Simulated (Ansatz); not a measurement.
Run report: HfN, geometry relaxation (part 2 of 2)

HfN (Fm-3m, 2 atoms in the cell); DFT PBEsol, scalar-relativistic, plane waves, PAW, no spin polarisation (Ansatz 0.2.0); cutoff 420 eV, 16×16×16 k-mesh, Gaussian smearing of 0.1 eV. The structure was built on a prototype by a generator; it need not be a known phase.

Geometry of the input (Å; fractional positions):
```
0.0000  2.2590  2.2590
2.2590  0.0000  2.2590
2.2590  2.2590  0.0000
Hf 0.5000  0.5000  0.5000
N  0.0000  0.0000  0.0000
```

### The program's output, continued
```
SCF iter   1: F=—  HF=-15980.251163 eV  |F-HF|=—  |Δ(HF+E_count)|=         —  Δρ=3.32e-5  dr2=2.46e-7  ethr=8.35e-10  ⟨swp⟩=2.0  Hψ=13955  notcnv=0
preconditioner: auto → Kerker (q_TF=auto, 2.872 Å⁻¹)  [metal: Δε(μ)=0.011 eV  Ē_g=19.043 eV  σ=0.100 eV  W_gap=0.06  n_scr=14 (ndim 8)  ℏωp=41.9 eV  f_vac=0.000  D(μ)=0.61/eV (n_scr^D=0)]
SCF iter   2: F=—  HF=-15980.251161 eV  |F-HF|=—  |Δ(HF+E_count)|=   1.79e-6  Δρ=7.62e-6  dr2=1.27e-8  ethr=7.95e-10  ⟨swp⟩=2.0  Hψ=3852  notcnv=0
SCF iter   3: F=-15980.251161 eV  HF=-15980.251161 eV  |F-HF|=7.24e-10  |Δ(HF+E_count)|=  5.51e-10  Δρ=3.84e-6  dr2=2.92e-9  ethr=3.93e-11  ⟨swp⟩=4.5  Hψ=10521  notcnv=0
SCF 5 converged in 3 iterations: F = -15980.251161 eV  dr2 = 2.92e-9
relax step   5: F+E_penalty+E_count = -15980.25116118 eV  Δ(F+E_penalty+E_count) = -1.932e-5 eV  max|allowed force component| = 9.493e-29 eV/Å  Δτ_max = 0.0000 Å  P = -0.001 GPa  Ω = 22.805 Å³  energy of the carried Pulay correction = +1.811e-5 eV  (3 SCF iters, dr2 threshold 1.22e-8 eV, accepted)
iter 1 solved again at ethr=7.69e-9 eV; its pass at ethr=3.10e-3 eV (dr2=2.38e-6 eV) is discarded
SCF iter   1: F=—  HF=-15980.251163 eV  |F-HF|=—  |Δ(HF+E_count)|=         —  Δρ=3.79e-6  dr2=2.81e-9  ethr=7.69e-9  ⟨swp⟩=3.7  Hψ=21550  notcnv=0
SCF iter   2: F=—  HF=-15980.251161 eV  |F-HF|=—  |Δ(HF+E_count)|=   1.73e-6  Δρ=2.78e-6  dr2=1.77e-9  ethr=9.06e-12  ⟨swp⟩=2.4  Hψ=5344  notcnv=0
SCF iter   3: F=—  HF=-15980.251161 eV  |F-HF|=—  |Δ(HF+E_count)|=  2.33e-10  Δρ=7.97e-7  dr2=1.37e-10  ethr=5.72e-12  ⟨swp⟩=2.1  Hψ=4369  notcnv=0
SCF iter   4: F=—  HF=-15980.251161 eV  |F-HF|=—  |Δ(HF+E_count)|=  1.56e-10  Δρ=2.22e-7  dr2=1.17e-11  ethr=1.00e-12  ⟨swp⟩=5.3  Hψ=16401  notcnv=0
SCF iter   5: F=-15980.251161 eV  HF=-15980.251161 eV  |F-HF|=7.28e-12  |Δ(HF+E_count)|=  1.27e-11  Δρ=1.67e-7  dr2=5.86e-12  ethr=1.00e-12  ⟨swp⟩=5.7  Hψ=13308  notcnv=0
SCF 6 converged in 5 iterations: F = -15980.251161 eV  dr2 = 5.86e-12
relax step   6: F+E_penalty+E_count = -15980.25116118 eV  Δ(F+E_penalty+E_count) = -3.110e-10 eV  max|allowed force component| = 1.254e-28 eV/Å  Δτ_max = 0.0000 Å  P = -0.002 GPa  Ω = 22.805 Å³  stress off target by 1.65e-3 GPa  SCF on the basis re-selected at this cell (its energy is not comparable with the rows above)  (5 SCF iters)
```

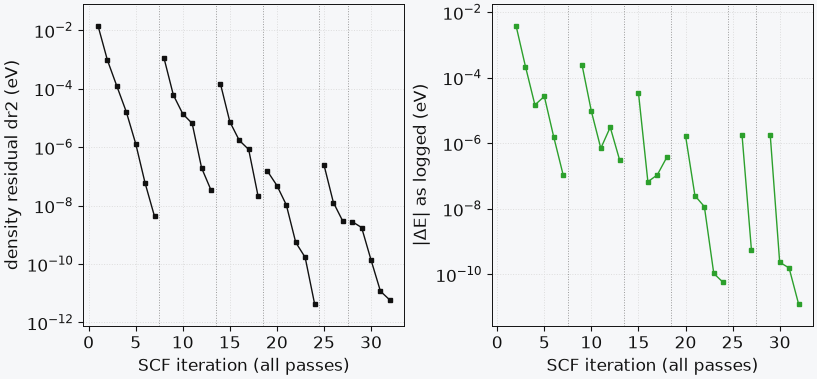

Figure 1. Convergence of the self-consistent field: density residual dr2 and size of the energy change against the SCF iteration. The dotted lines part the SCF passes of the relaxation: geometry steps, rejected trials and re-solves on a re-selected basis. The 6 passes take 3 to 7 iterations each, 32 in all.

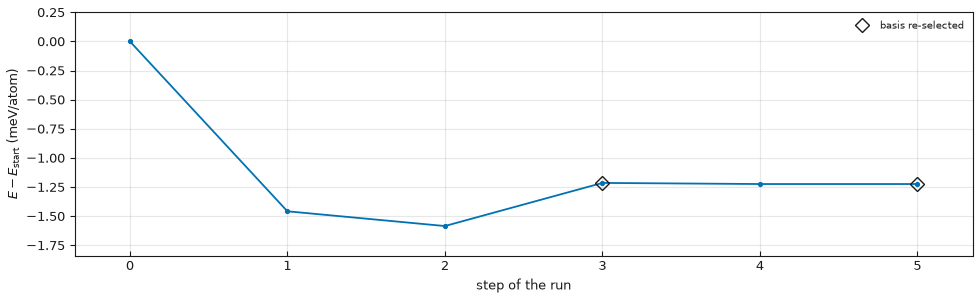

Figure 2. Progress of the relaxation, step by step (the first geometry is step 0 here and step 1 in the log). The atoms keep their places relative to the cell (all moves are under 0.005 Å). Cell: a = b = c 4.518 → 4.502 Å (−0.4 %). Volume −1.1 %. Distances before and after: Hf1–Hf1 3.195 → 3.183 Å, Hf1–N2 2.259 → 2.251 Å. The space group stays Fm-3m (No. 225). After 3 geometry steps the energy has fallen by 1.2 meV per atom. All forces vanish by symmetry, so only the cell relaxes. Pressure: −3.04 GPa at the start and 0.00 GPa at the end. 1 further SCF at an unchanged geometry re-selected the plane-wave basis for the new cell. The energy change given includes the shifts at the re-selections in mid-walk, which come without any move. A last SCF at the same geometry on a re-selected plane-wave basis shifts the energy by next to nothing (0.0 meV per atom). (Atoms are counted from 1 in the order of the input.)

```
basis re-selected at this cell: Δ(F+E_penalty+E_count) = -3.110e-10 eV, ΔP = -0.001 GPa vs the last step (what re-selecting the basis moved, of the pressure what is left beyond the Pulay correction that the steps carried, after the strain that the cell walked since its last selection, with what the two solves' SCF thresholds leave and, on support functions, any second-order correction that the steps lacked; it is no measure of the basis error at this ecutwfc). This SCF's stress stands 1.65e-3 GPa from its target on what of the cell is left free (relax.cell.stress_tol is 5.00e-2 GPa) and its largest allowed force component is 1.25e-28 eV/Å (relax.f_tol is 5.00e-3 eV/Å): within both
SCF converged after 5 iterations
Free energy (F): -15980.251161 eV
Harris-Foulkes:  -15980.251161 eV  (|F-HF|=7.28e-12)
Internal energy: -15980.248089 eV  (E = F + TS)
E sigma→0 (E₀):  -15980.249625 eV
Entropy (-TS):   -0.003072 eV (-1.536 meV/atom)
Fermi energy:    23.968190 eV
--- Per-component energies (eV) ---
  E_band       = 186.894435
  E_kinetic    = 557.403752
  E_local      = -4693.680968  (includes V_loc(G=0)·N_el)
  E_nonlocal   = -1192.584148
  E_hartree    = 2229.736182
  E_xc         = -359.057899
  E_vxc        = -344.585222  (∫ρ·V_xc dr)
  E_paw        = -6929.700464  (= ΣΔE_a)
  E_vpaw       = 1400.868589  (= ΣTr[D̂ρ^β])
  E_aug_tail   = 0.000093  (compensation charges beyond the density's cutoff)
  E_ewald      = -5593.643828
  E_core_change = 1.279190  (= ΣΔE_core)
  E_smearing   = -0.003072  (= −TS)
  E_closure    = 0.000000  (closes the sum)
  Σ components = -15980.251161   (vs F -15980.251161, Δ=0.00e0)
--- Forces (eV/Å), atoms counted from 1 ---
  atom   1  Hf     0.00000000    -0.00000000    -0.00000000
  atom   2  N     -0.00000000     0.00000000     0.00000000
  max |Σ_I F_I| component: 2.20e-28 eV/Å
--- Stress (GPa, compression-positive) ---
       -0.001649      -0.000000      -0.000000
       -0.000000      -0.001649      -0.000000
       -0.000000      -0.000000      -0.001649
  P = ⅓ Tr σ = -0.0016 GPa (-0.016 kbar)
--- Band table (eV; the first three rows and the last of 145) ---
  k-point 0: bands = ["-38.6618", "-7.0636", "-7.0636", "-7.0636", "6.4517", "11.3905", "11.3905", "11.3905", "11.4268", "11.5308", "11.5308", "11.5308", "21.0614", "21.0614", "21.0614", "23.5685", "23.5685", "23.5685", "25.8467", "25.9178"]
  k-point 1: bands = ["-38.6594", "-7.1062", "-7.0670", "-7.0670", "6.5436", "11.3913", "11.3940", "11.3940", "11.4288", "11.5278", "11.5278", "11.5309", "20.6408", "20.8089", "20.8089", "23.6974", "23.7096", "23.7096", "26.1390", "26.2344"]
  k-point 2: bands = ["-38.6523", "-7.2255", "-7.0769", "-7.0769", "6.8069", "11.3946", "11.4041", "11.4041", "11.4349", "11.5195", "11.5195", "11.5312", "19.7081", "20.2291", "20.2291", "23.9144", "24.0756", "24.0756", "26.8812", "27.0516"]
  k-point 144: bands = ["-38.5751", "-7.6487", "-7.6487", "-7.4285", "8.1541", "11.4441", "11.4577", "11.4577", "11.4818", "11.4818", "11.5085", "11.5497", "17.7959", "18.4742", "18.4742", "25.1146", "25.1146", "29.5929", "29.6151", "30.1960"]
--- Relaxed structure (4 steps of the walk, 4 accepted, 2 SCFs on fresh bases) ---
  F+E_penalty+E_count = -15980.25116118 eV   max|allowed force component| = 1.254e-28 eV/Å   (the final SCF, on the basis selected at the relaxed cell)
  cell:  # Å, volume = 22.8048 Å³
    - [-5.604909236185149e-34, 2.250775760774462, 2.250775760774462]
    - [2.250775760774462, 2.1800255661737984e-34, 2.250775760774462]
    - [2.250775760774462, 2.250775760774462, -2.4058092634322333e-34]
  atoms:
    - { symbol: Hf, position: [0.49999999999999994, 0.49999999999999994, 0.49999999999999994] }
    - { symbol: N, position: [2.344533518365181e-34, -2.0603476373512107e-34, -2.060347637351332e-34] }
```

### Trajectory as extended XYZ (Å, eV, eV/Å), 6 frames, from step=1 to step=6
```
2
Lattice="0.0000 2.2590 2.2590 2.2590 0.0000 2.2590 2.2590 2.2590 0.0000" Properties=species:S:1:pos:R:3:forces:R:3 step=1 energy=-15980.24871 pressure_GPa=-3.04
Hf    2.2590    2.2590    2.2590    0.0000   0.0000   0.0000
N     0.0000    0.0000    0.0000    0.0000   0.0000   0.0000
2
Lattice="0.0000 2.2465 2.2465 2.2465 0.0000 2.2465 2.2465 2.2465 0.0000" Properties=species:S:1:pos:R:3:forces:R:3 step=2 energy=-15980.25163 pressure_GPa=1.69
Hf    2.2465    2.2465    2.2465    0.0000   0.0000   0.0000
N     0.0000    0.0000    0.0000    0.0000   0.0000   0.0000
2
Lattice="0.0000 2.2510 2.2510 2.2510 0.0000 2.2510 2.2510 2.2510 0.0000" Properties=species:S:1:pos:R:3:forces:R:3 step=3 energy=-15980.25188 pressure_GPa=-0.03
Hf    2.2510    2.2510    2.2510    0.0000   0.0000   0.0000
N     0.0000    0.0000    0.0000    0.0000   0.0000   0.0000
2
Lattice="0.0000 2.2510 2.2510 2.2510 0.0000 2.2510 2.2510 2.2510 0.0000" Properties=species:S:1:pos:R:3:forces:R:3 step=4 energy=-15980.25114 pressure_GPa=-0.07
Hf    2.2510    2.2510    2.2510    0.0000   0.0000   0.0000
N     0.0000    0.0000    0.0000    0.0000   0.0000   0.0000
2
Lattice="0.0000 2.2508 2.2508 2.2508 0.0000 2.2508 2.2508 2.2508 0.0000" Properties=species:S:1:pos:R:3:forces:R:3 step=5 energy=-15980.25116 pressure_GPa=-0.00
Hf    2.2508    2.2508    2.2508    0.0000   0.0000   0.0000
N     0.0000    0.0000    0.0000    0.0000   0.0000   0.0000
2
Lattice="0.0000 2.2508 2.2508 2.2508 0.0000 2.2508 2.2508 2.2508 0.0000" Properties=species:S:1:pos:R:3:forces:R:3 step=6 energy=-15980.25116 pressure_GPa=-0.00
Hf    2.2508    2.2508    2.2508    0.0000   0.0000   0.0000
N     0.0000    0.0000    0.0000    0.0000   0.0000   0.0000
```

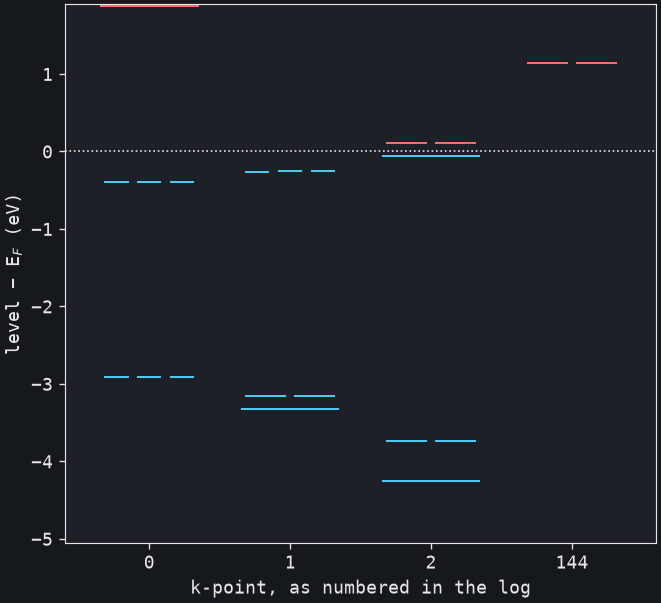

Figure 3. Kohn–Sham levels near the Fermi level (dotted) at the few k-points that the log prints; levels within 0.02 eV of each other stand side by side. The system is metallic on the full mesh.
